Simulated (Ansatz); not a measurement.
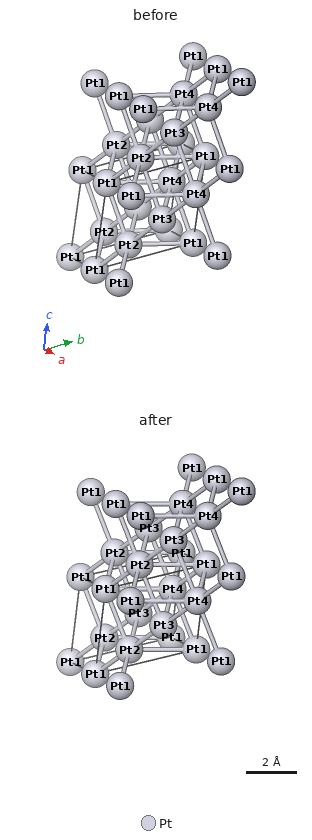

The structure of crystalline Pt (set up in Im-3m) before (top) and after (bottom) a relaxation, at one scale.

A ball-and-stick model of the cell of the calculation, repeated 2 × 1 × 2 with one cell outlined, seen slightly off an axis.

The calculation used DFT PBEsol, scalar-relativistic, plane waves, PAW (Ansatz 0.2.0). Settings: plane-wave cutoff 420 eV; k-point mesh 10 × 10 × 10; occupations gaussian; smearing width 0.15 eV; no spin polarisation.

**Summarise the run.**

No atom moves by more than 0.005 Å relative to the cell. Cell: a 4.414 → 4.513 Å (+2.2 %), b 4.414 → 4.492 Å (+1.8 %), c 4.414 → 4.410 Å (−0.1 %), α 60.0° → 62.1°, β 60.0° → 57.9°, γ 60.0° → 59.4°. Volume +3.2 %. Some distances before and after: Pt1–Pt2 2.703 → 2.794 Å, Pt1–Pt2 (another image) 2.703 → 2.742 Å, Pt1–Pt2 (another image) 2.703 → 2.694 Å. Within 0.06 Å the space group is Im-3m at the start and C2/m at the end; at a tighter tolerance small leftover displacements or strains of the cell lower it.
